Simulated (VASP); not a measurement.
# BN (Qingsongite): convergence with the smearing and k-mesh, part 2 of 3

A convergence test on BN (Qingsongite): the smearing and k-mesh. The series runs use PBE. The start is a cell from a database of measured crystal structures.

VASP 6.6.1; PBE; plane waves and PAW (B, N).

So far. Step 8 (Smearing: ISMEAR = 1, SIGMA = 0.05): Against the run before the energy at zero width stays within 0.01 meV an atom and the pressure within 0.01 GPa, after 12 cycles in 3.8 s. The entropy term T·S comes to 0.00 meV an atom in size.

### 9. Smearing: ISMEAR = 1, SIGMA = 0.1

Contents of INCAR:

```
SYSTEM = BN
PREC = Accurate
ENCUT = 520
EDIFF = 1E-06
NELM = 100
ISMEAR = 1
SIGMA = 0.1
LREAL = .FALSE.
ALGO = Normal
GGA = PE
NBANDS = 10
LORBIT = 11
LWAVE = .FALSE.
LCHARG = .FALSE.
KPAR = 2
ISIF = 2
```

Contents of POSCAR:

```
BN
1.0
    0.0000000000      1.8075000000      1.8075000000
    1.8075000000      0.0000000000      1.8075000000
    1.8075000000      1.8075000000      0.0000000000
B N
1 1
Direct
    0.0000000000      0.0000000000      0.0000000000
    0.2500000000      0.2500000000      0.2500000000
```

Contents of KPOINTS:

```
Automatic mesh
0
Gamma
11 11 11
0 0 0
```

The projector-augmented-wave data sets are B and N (PBE family, release 64).

The run is started by

```sh
$ mpirun -np 2 vasp_std
```

The log of the run:

```text
[... set-up lines as in an earlier step ...]
 entering main loop
       N       E                     dE             d eps       ncg     rms          rms(c)
DAV:   1     0.958206730756E+01    0.95821E+01   -0.51698E+03  1144   0.804E+02
DAV:   2    -0.179365760831E+02   -0.27519E+02   -0.26754E+02  1434   0.170E+02
DAV:   3    -0.184142658148E+02   -0.47769E+00   -0.47691E+00  1312   0.197E+01
DAV:   4    -0.184148945520E+02   -0.62874E-03   -0.62872E-03  1200   0.797E-01
[...]
DAV:  10    -0.174497812882E+02   -0.81261E-04   -0.11915E-04  1228   0.998E-02    0.148E-02
DAV:  11    -0.174497864557E+02   -0.51674E-05   -0.10097E-05  1326   0.271E-02    0.104E-02
DAV:  12    -0.174497864164E+02    0.39288E-07   -0.18548E-06   708   0.992E-03
   1 F= -.17449786E+02 E0= -.17449791E+02  d E =0.141087E-04
```

It took 4 s on 2 MPI ranks of AMD EPYC 7R43, shared host; peak memory 0.18 GiB.

OUTCAR, selected parts (step 9):

```text
  Total        0.2429999      0.2429999      0.2429999      0.0000000      0.0000000      0.0000000
  in kB       32.9649032     32.9649032     32.9649032      0.0000000      0.0000000      0.0000000
  external PRESSURE =      32.9649032 kB  Pullay stress =       0.0000000 kB

  FREE ENERGIE OF THE ION-ELECTRON SYSTEM (eV)
  ---------------------------------------------------
  free  energy   TOTEN  =       -17.4497864164 eV

  energy  without entropy=      -17.4498005251  energy(sigma->0) =      -17.44979112

[... 3 parts as in an earlier step ...]

[... 1 further part left out ...]
[key lines of the parts left out:]
E-fermi :   7.4866
```

Against the run before the energy at zero width stays within 0.01 meV an atom and the pressure within 0.01 GPa, after 12 cycles in 4 s. The entropy term T·S comes to 0.01 meV an atom in size.

### 10. Smearing: ISMEAR = 1, SIGMA = 0.2

INCAR, as its differences from that of step 9:

```diff
@@ -6,3 +6,3 @@
 ISMEAR = 1
-SIGMA = 0.1
+SIGMA = 0.2
 LREAL = .FALSE.
```

POSCAR is that of step 9.

KPOINTS is that of step 9.

The run is started by

```sh
$ mpirun -np 2 vasp_std
```

The log of the run:

```text
[... set-up lines as in an earlier step ...]
 entering main loop
       N       E                     dE             d eps       ncg     rms          rms(c)
DAV:   1     0.958165740920E+01    0.95817E+01   -0.51698E+03  1144   0.804E+02
DAV:   2    -0.179365714631E+02   -0.27518E+02   -0.26755E+02  1434   0.170E+02
DAV:   3    -0.184141301183E+02   -0.47756E+00   -0.47691E+00  1312   0.197E+01
DAV:   4    -0.184147584738E+02   -0.62836E-03   -0.62834E-03  1200   0.797E-01
[...]
DAV:  10    -0.174496954355E+02   -0.81261E-04   -0.11915E-04  1228   0.998E-02    0.148E-02
DAV:  11    -0.174497006024E+02   -0.51669E-05   -0.10097E-05  1326   0.271E-02    0.104E-02
DAV:  12    -0.174497005635E+02    0.38923E-07   -0.18548E-06   708   0.992E-03
   1 F= -.17449701E+02 E0= -.17449839E+02  d E =0.414630E-03
```

Wall time 3.8 s (2 MPI ranks); peak memory 0.18 GiB.

Parts of OUTCAR (step 10):

```text
  Total        0.2426919      0.2426919      0.2426919      0.0000000     -0.0000000      0.0000000
  in kB       32.9231137     32.9231137     32.9231137      0.0000000     -0.0000000      0.0000000
  external PRESSURE =      32.9231137 kB  Pullay stress =       0.0000000 kB

  FREE ENERGIE OF THE ION-ELECTRON SYSTEM (eV)
  ---------------------------------------------------
  free  energy   TOTEN  =       -17.4497005635 eV

  energy  without entropy=      -17.4501151934  energy(sigma->0) =      -17.44983877

[... 3 parts as in an earlier step ...]

[... 1 further part left out ...]
[key lines of the parts left out:]
E-fermi :   7.4447
```

Against the run before the energy at zero width moves by -0.02 meV an atom while the pressure stays within 0.01 GPa, after 12 cycles in 3.8 s. The entropy term T·S comes to 0.21 meV an atom in size.

### 11. Smearing: ISMEAR = 1, SIGMA = 0.5

INCAR, as its differences from that of step 10:

```diff
@@ -6,3 +6,3 @@
 ISMEAR = 1
-SIGMA = 0.2
+SIGMA = 0.5
 LREAL = .FALSE.
```

POSCAR is that of step 10.

KPOINTS is that of step 10.

The run is started by

```sh
$ mpirun -np 2 vasp_std
```

The log of the run:

```text
[... set-up lines as in an earlier step ...]
 entering main loop
       N       E                     dE             d eps       ncg     rms          rms(c)
DAV:   1     0.958054920991E+01    0.95805E+01   -0.51698E+03  1144   0.804E+02
DAV:   2    -0.179357179852E+02   -0.27516E+02   -0.26753E+02  1434   0.170E+02
DAV:   3    -0.184130553892E+02   -0.47734E+00   -0.47623E+00  1312   0.197E+01
DAV:   4    -0.184136838761E+02   -0.62849E-03   -0.62847E-03  1200   0.797E-01
[...]
DAV:  10    -0.174488720542E+02   -0.81228E-04   -0.11912E-04  1228   0.998E-02    0.148E-02
DAV:  11    -0.174488772210E+02   -0.51668E-05   -0.10096E-05  1326   0.271E-02    0.104E-02
DAV:  12    -0.174488771825E+02    0.38546E-07   -0.18548E-06   708   0.992E-03
   1 F= -.17448877E+02 E0= -.17449683E+02  d E =0.241850E-02
```

Run time: 3.6 s. Hardware: 2 MPI ranks; peak memory 0.16 GiB.

Parts of OUTCAR (step 11):

```text
  Total        0.2417342      0.2417342      0.2417342      0.0000000      0.0000000      0.0000000
  in kB       32.7932030     32.7932030     32.7932030      0.0000000      0.0000000      0.0000000
  external PRESSURE =      32.7932030 kB  Pullay stress =       0.0000000 kB

  FREE ENERGIE OF THE ION-ELECTRON SYSTEM (eV)
  ---------------------------------------------------
  free  energy   TOTEN  =       -17.4488771825 eV

  energy  without entropy=      -17.4512956828  energy(sigma->0) =      -17.44968335

[... 3 parts as in an earlier step ...]

[... 1 further part left out ...]
[key lines of the parts left out:]
E-fermi :   7.5505
```

Against the run before the energy at zero width moves by +0.08 meV an atom and the pressure by -0.01 GPa, after 12 cycles in 3.6 s. The entropy term T·S comes to 1.21 meV an atom in size.

### 12. Smearing: ISMEAR = -5

INCAR, as its differences from that of step 11:

```diff
@@ -5,4 +5,4 @@
 NELM = 100
-ISMEAR = 1
-SIGMA = 0.5
+ISMEAR = -5
+SIGMA = 0.05
 LREAL = .FALSE.
```

POSCAR is that of step 11.

KPOINTS is that of step 11.

The run is started by

```sh
$ mpirun -np 2 vasp_std
```

The log of the run:

```text
[... set-up lines as in an earlier step ...]
 entering main loop
       N       E                     dE             d eps       ncg     rms          rms(c)
DAV:   1     0.958812157325E+01    0.95881E+01   -0.51698E+03  1144   0.804E+02
DAV:   2    -0.179365804395E+02   -0.27525E+02   -0.26932E+02  1434   0.170E+02
[... 9 cycles as in an earlier step ...]
DAV:  12    -0.174497995602E+02    0.38836E-07   -0.18548E-06   708   0.992E-03
   1 F= -.17449800E+02 E0= -.17449800E+02  d E =0.000000E+00
```

The job ended after 4 s (2 MPI ranks; peak memory 0.18 GiB; 6.9 s of CPU time).

Parts of OUTCAR (step 12):

```text
  Total        0.2430009      0.2430009      0.2430009      0.0000000     -0.0000000      0.0000000
  in kB       32.9650326     32.9650326     32.9650326      0.0000000     -0.0000000      0.0000000
  external PRESSURE =      32.9650326 kB  Pullay stress =       0.0000000 kB

 POSITION                                       TOTAL-FORCE (eV/Angst)
 -----------------------------------------------------------------------------------
      0.00000      0.00000      0.00000        -0.000000     -0.000000      0.000000
      0.90375      0.90375      0.90375         0.000000      0.000000     -0.000000
 -----------------------------------------------------------------------------------
    total drift:                                0.000000      0.000000      0.000000

[... 4 parts as in an earlier step ...]

[... 1 further part left out ...]
[key lines of the parts left out:]
E-fermi :   7.4979
```

Against the first of the series the energy at zero width stays within 0.01 meV an atom and the pressure within 0.01 GPa, after 12 cycles in 4 s.

### 13. The smearing series as a table

This step: convergence of PBE results with the smearing; plane waves and PAW (VASP 6.6.1).

This step runs nothing: it gathers the runs above.

Differences are taken from the run with ISMEAR = 0, SIGMA = 0.01. Results of the series, by row:

```
                 setting     status  energy less the reference (meV/atom)  pressure (GPa)  gap (eV)  SCF cycles  wall time (s)
ISMEAR = 0, SIGMA = 0.01  converged                                     0           3.296     4.563          12            3.8
ISMEAR = 0, SIGMA = 0.05  converged                                     0           3.296     4.563          12            4.2
 ISMEAR = 0, SIGMA = 0.1  converged                                     0           3.296     4.563          12            3.8
 ISMEAR = 0, SIGMA = 0.2  converged                                     0           3.296     4.563          12              4
 ISMEAR = 0, SIGMA = 0.5  converged                                     0           3.296     4.563          12            4.4
ISMEAR = 1, SIGMA = 0.01  converged                                     0           3.296     4.563          12              5
ISMEAR = 1, SIGMA = 0.05  converged                               0.00218           3.296     4.563          12            3.8
 ISMEAR = 1, SIGMA = 0.1  converged                               0.00422           3.296     4.563          12              4
 ISMEAR = 1, SIGMA = 0.2  converged                              -0.01961           3.292     4.563          12            3.8
 ISMEAR = 1, SIGMA = 0.5  converged                                0.0581           3.279     4.563          12            3.6
             ISMEAR = -5  converged                                     0           3.296     4.563          12              4
```

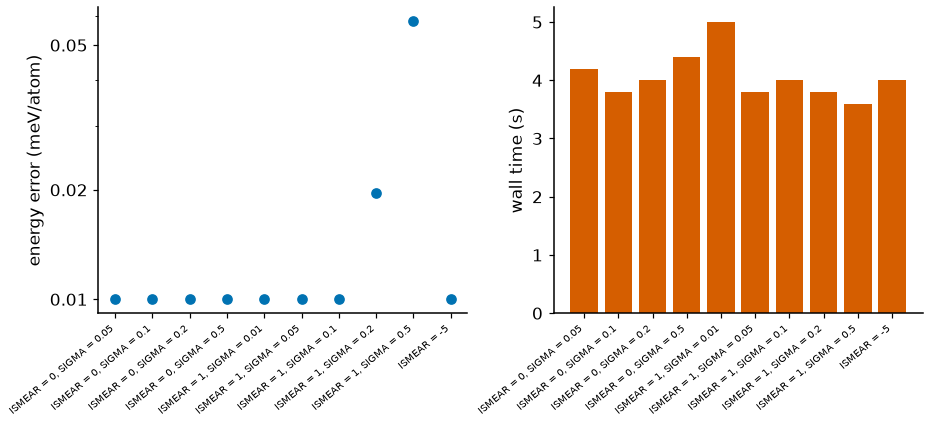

The energy error in size, against the reference run (errors under 0.01 are drawn at 0.01), and the wall time by setting.

### 14. K-mesh: 3 3 3

This step: PBE; plane waves and PAW (B, N) (VASP 6.6.1).

The sum over the zone converges with the mesh, fast for insulators and slowly for metals.

INCAR, as its differences from that of step 12:

```diff
@@ -5,3 +5,3 @@
 NELM = 100
-ISMEAR = -5
+ISMEAR = -1
 SIGMA = 0.05
```

POSCAR is that of step 12.

Contents of KPOINTS:

```
Automatic mesh
0
Gamma
3 3 3
0 0 0
```

The run is started by

```sh
$ mpirun -np 2 vasp_std
```

The log of the run:

```text
[... set-up lines as in an earlier step ...]
 entering main loop
       N       E                     dE             d eps       ncg     rms          rms(c)
DAV:   1     0.138780207127E+02    0.13878E+02   -0.50621E+03    80   0.782E+02
DAV:   2    -0.177209984333E+02   -0.31599E+02   -0.31142E+02   102   0.187E+02
DAV:   3    -0.181526706011E+02   -0.43167E+00   -0.43102E+00    92   0.201E+01
DAV:   4    -0.181531757392E+02   -0.50514E-03   -0.50513E-03    90   0.720E-01
DAV:   5    -0.181531762639E+02   -0.52471E-06   -0.52516E-06    88   0.232E-02    0.695E+00
DAV:   6    -0.171719040006E+02    0.98127E+00   -0.34488E+00    90   0.115E+01    0.340E+00
DAV:   7    -0.170908912857E+02    0.81013E-01   -0.10797E-01    84   0.286E+00    0.196E+00
DAV:   8    -0.170760435262E+02    0.14848E-01   -0.41734E-02    86   0.161E+00    0.203E-01
DAV:   9    -0.170763426235E+02   -0.29910E-03   -0.99697E-04    90   0.276E-01    0.763E-02
DAV:  10    -0.170764262104E+02   -0.83587E-04   -0.12419E-04    80   0.998E-02    0.152E-02
DAV:  11    -0.170764324235E+02   -0.62131E-05   -0.11019E-05   102   0.286E-02    0.990E-03
DAV:  12    -0.170764323966E+02    0.26928E-07   -0.19040E-06    50   0.989E-03
   1 F= -.17076432E+02 E0= -.17076432E+02  d E =-.611567E-11
```

Elapsed: 1.6 s, on 2 MPI ranks; peak memory 0.17 GiB; 2 s of CPU time.

OUTCAR, selected parts (step 14):

```text
   k-points           NKPTS =      4   k-points in BZ     NKDIM =      4   number of bands    NBANDS=     10

   NELECT =       8.0000    total number of electrons

 E-fermi :   8.7616

 k-point     1 :       0.0000    0.0000    0.0000
  band No.  band energies     occupation
      1     -12.7507      2.00000
      2       7.5336      2.00000
      3       7.5336      2.00000
      4       7.5336      2.00000
      5      16.2505      0.00000
      6      16.2505      0.00000
      7      16.2505      0.00000
      8      17.8547      0.00000
      9      32.1843      0.00000
    ...

  Total        0.4935945      0.4935945      0.4935945      0.0000000      0.0000000     -0.0000000
  in kB       66.9600881     66.9600881     66.9600881      0.0000000      0.0000000     -0.0000000
  external PRESSURE =      66.9600881 kB  Pullay stress =       0.0000000 kB

 POSITION                                       TOTAL-FORCE (eV/Angst)
 -----------------------------------------------------------------------------------
      0.00000      0.00000      0.00000         0.000000     -0.000000      0.000000
      0.90375      0.90375      0.90375        -0.000000      0.000000     -0.000000
 -----------------------------------------------------------------------------------
    total drift:                                0.000000      0.000000      0.000000

  FREE ENERGIE OF THE ION-ELECTRON SYSTEM (eV)
  ---------------------------------------------------
  free  energy   TOTEN  =       -17.0764323966 eV

  energy  without entropy=      -17.0764323966  energy(sigma->0) =      -17.07643240

[... 6 parts as in an earlier step ...]

[... 8 further parts left out ...]
```

Numbers from this step:

- irreducible k points: 4
- free energy (TOTEN): -17.08 eV
- Fermi energy: 8.762 eV
- pressure: 6.696 GPa
- conduction bottom at k: 0.3333, 0.3333, 0
- gap on the k-mesh: 5.607 eV
- least direct gap on the k-mesh: 8.717 eV

The series starts at -8.5382 eV an atom and 6.70 GPa, after 12 cycles in 1.6 s.

### 15. K-mesh: 4 4 4

INCAR is that of step 14.

POSCAR is that of step 14.

Contents of KPOINTS:

```
Automatic mesh
0
Gamma
4 4 4
0 0 0
```

The run is started by

```sh
$ mpirun -np 2 vasp_std
```

The log of the run:

```text
[... set-up lines as in an earlier step ...]
 entering main loop
       N       E                     dE             d eps       ncg     rms          rms(c)
DAV:   1     0.628557390599E+01    0.62856E+01   -0.48793E+03   168   0.788E+02
DAV:   2    -0.178210321388E+02   -0.24107E+02   -0.22777E+02   178   0.159E+02
DAV:   3    -0.183673938182E+02   -0.54636E+00   -0.54501E+00   186   0.208E+01
DAV:   4    -0.183681593634E+02   -0.76555E-03   -0.76554E-03   176   0.855E-01
[...]
DAV:  10    -0.173752139135E+02   -0.90259E-04   -0.12741E-04   164   0.103E-01    0.154E-02
DAV:  11    -0.173752192715E+02   -0.53580E-05   -0.96836E-06   184   0.271E-02    0.105E-02
DAV:  12    -0.173752192710E+02    0.51978E-09   -0.16998E-06    94   0.956E-03
   1 F= -.17375219E+02 E0= -.17375219E+02  d E =-.250791E-10
```

Run time: 2 s. Hardware: 2 MPI ranks; peak memory 0.16 GiB; 2.5 s of CPU time.

From OUTCAR (step 15):

```text
  Total        0.2938608      0.2938608      0.2938608      0.0000000      0.0000000      0.0000000
  in kB       39.8645972     39.8645972     39.8645972      0.0000000      0.0000000      0.0000000
  external PRESSURE =      39.8645972 kB  Pullay stress =       0.0000000 kB

 POSITION                                       TOTAL-FORCE (eV/Angst)
 -----------------------------------------------------------------------------------
      0.00000      0.00000      0.00000        -0.000000      0.000000     -0.000000
      0.90375      0.90375      0.90375         0.000000     -0.000000      0.000000
 -----------------------------------------------------------------------------------
    total drift:                                0.000000      0.000000      0.000000

  FREE ENERGIE OF THE ION-ELECTRON SYSTEM (eV)
  ---------------------------------------------------
  free  energy   TOTEN  =       -17.3752192710 eV

  energy  without entropy=      -17.3752192710  energy(sigma->0) =      -17.37521927

[... 1 part as in an earlier step ...]

[... 2 further parts left out ...]
[key lines of the parts left out:]
E-fermi :   8.5476
```

Against the run before the energy moves by -149.39 meV an atom and the pressure by -2.71 GPa, after 12 cycles in 2 s.

### 16. K-mesh: 6 6 6

INCAR is that of step 15.

POSCAR is that of step 15.

Contents of KPOINTS:

```
Automatic mesh
0
Gamma
6 6 6
0 0 0
```

The run is started by

```sh
$ mpirun -np 2 vasp_std
```

The log of the run:

```text
[... set-up lines as in an earlier step ...]
 entering main loop
       N       E                     dE             d eps       ncg     rms          rms(c)
DAV:   1     0.829282336160E+01    0.82928E+01   -0.50147E+03   328   0.791E+02
DAV:   2    -0.179789111437E+02   -0.26272E+02   -0.25682E+02   402   0.171E+02
DAV:   3    -0.184124740827E+02   -0.43356E+00   -0.43291E+00   364   0.194E+01
DAV:   4    -0.184129855402E+02   -0.51146E-03   -0.51145E-03   358   0.739E-01
[...]
DAV:  10    -0.174458471807E+02   -0.80539E-04   -0.11589E-04   338   0.991E-02    0.149E-02
DAV:  11    -0.174458523294E+02   -0.51487E-05   -0.94347E-06   366   0.266E-02    0.100E-02
DAV:  12    -0.174458523105E+02    0.18943E-07   -0.17264E-06   202   0.961E-03
   1 F= -.17445852E+02 E0= -.17445852E+02  d E =-.522270E-11
```

Wall time 2.2 s (2 MPI ranks); peak memory 0.16 GiB.

From OUTCAR (step 16):

```text
  Total        0.2457021      0.2457021      0.2457021     -0.0000000     -0.0000000     -0.0000000
  in kB       33.3314777     33.3314777     33.3314777     -0.0000000     -0.0000000     -0.0000000
  external PRESSURE =      33.3314777 kB  Pullay stress =       0.0000000 kB

  FREE ENERGIE OF THE ION-ELECTRON SYSTEM (eV)
  ---------------------------------------------------
  free  energy   TOTEN  =       -17.4458523105 eV

  energy  without entropy=      -17.4458523105  energy(sigma->0) =      -17.44585231

[... 2 parts as in an earlier step ...]

[... 2 further parts left out ...]
[key lines of the parts left out:]
E-fermi :   8.5337
```

Against the run before the energy moves by -35.32 meV an atom and the pressure by -0.65 GPa, after 12 cycles in 2.2 s.

### 17. K-mesh: 7 7 7

INCAR is that of step 16.

POSCAR is that of step 16.

Contents of KPOINTS:

```
Automatic mesh
0
Gamma
7 7 7
0 0 0
```

The run is started by

```sh
$ mpirun -np 2 vasp_std
```

The log of the run:

```text
[... set-up lines as in an earlier step ...]
 entering main loop
       N       E                     dE             d eps       ncg     rms          rms(c)
DAV:   1     0.894340092790E+01    0.89434E+01   -0.50187E+03   408   0.789E+02
DAV:   2    -0.180193596177E+02   -0.26963E+02   -0.25978E+02   506   0.168E+02
DAV:   3    -0.184140020880E+02   -0.39464E+00   -0.39404E+00   464   0.188E+01
DAV:   4    -0.184144320018E+02   -0.42991E-03   -0.42991E-03   446   0.674E-01
[...]
DAV:  10    -0.174487471173E+02   -0.81518E-04   -0.11967E-04   438   0.999E-02    0.149E-02
DAV:  11    -0.174487523099E+02   -0.51925E-05   -0.10102E-05   480   0.272E-02    0.105E-02
DAV:  12    -0.174487522674E+02    0.42440E-07   -0.18572E-06   242   0.991E-03
   1 F= -.17448752E+02 E0= -.17448752E+02  d E =-.912230E-10
```

The job ended after 2.4 s (2 MPI ranks; peak memory 0.16 GiB; 3.5 s of CPU time).

From OUTCAR (step 17):

```text
  Total        0.2437985      0.2437985      0.2437985      0.0000000      0.0000000      0.0000000
  in kB       33.0732311     33.0732311     33.0732311      0.0000000      0.0000000      0.0000000
  external PRESSURE =      33.0732311 kB  Pullay stress =       0.0000000 kB

  FREE ENERGIE OF THE ION-ELECTRON SYSTEM (eV)
  ---------------------------------------------------
  free  energy   TOTEN  =       -17.4487522674 eV

  energy  without entropy=      -17.4487522673  energy(sigma->0) =      -17.44875227

[... 2 parts as in an earlier step ...]

[... 2 further parts left out ...]
[key lines of the parts left out:]
E-fermi :   8.3576
```

Against the run before the energy moves by -1.45 meV an atom and the pressure by -0.03 GPa, after 12 cycles in 2.4 s.

[end of part 2 of 3]

[Lines on the potential files, build, host, timing and source positions are cut from VASP's logs without a mark.]

[Logs are printed without paths, hosts, clocks, repeated set-up lines and the standing remarks that a program may print on its own settings, such as how far it seeks lower states.]

[Hosts, paths, dates, database ids (printed as entryN), source tags and the programs' standing remarks are cut or masked in the printed files.]

[A measured line is paired with the nearest computed mode of its activity, which favours agreement.]
